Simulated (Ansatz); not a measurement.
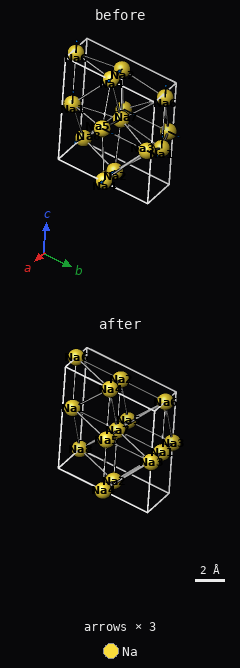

The structure of solid Na (built on the database_220 type) before (top) and after (bottom) a relaxation, at one scale. The blue arrows give the displacements, 3 times their true length.

Style: ball-and-stick. Shown: the cell of the calculation, slightly off an axis.

Case: structure listed in a database for this formula (I-43d, No. 220).

Theory: Ansatz, DFT r2SCAN, scalar-relativistic, plane waves, PAW. Settings: plane-wave cutoff 500 eV; k-point mesh 6 × 6 × 6; occupations gaussian; smearing width 0.1 eV; no spin polarisation; cell and atoms relaxed; force threshold 0.01 eV/Å; at most 80 steps.

Question: Summarise the run.

Answer: The energy falls by 6.2 meV per atom in 4 accepted moves (5 points after the start). Largest force component: 0.024 eV/Å at the start, 0.00017 eV/Å at the end. Pressure: −0.01 GPa at the start and −0.02 GPa at the end. The SCF was repeated once at an unchanged geometry on a basis and grid sized afresh for the cell, which shifted the energy by less than 0.05 meV per atom at most. The largest moves relative to the cell, 0.35 Å, are those of 8 atoms (Na1, Na2, Na3, Na4 and others). Na5 goes along +b. The volume changes by −0.4 %, with a = b = c 7.332 → 7.322 Å (−0.1 %). Some distances before and after: Na1–Na2 3.843 → 4.223 Å, Na1–Na3 3.712 → 3.661 Å, Na1–Na6 3.666 → 3.661 Å. The space group stays I-43d (No. 220).
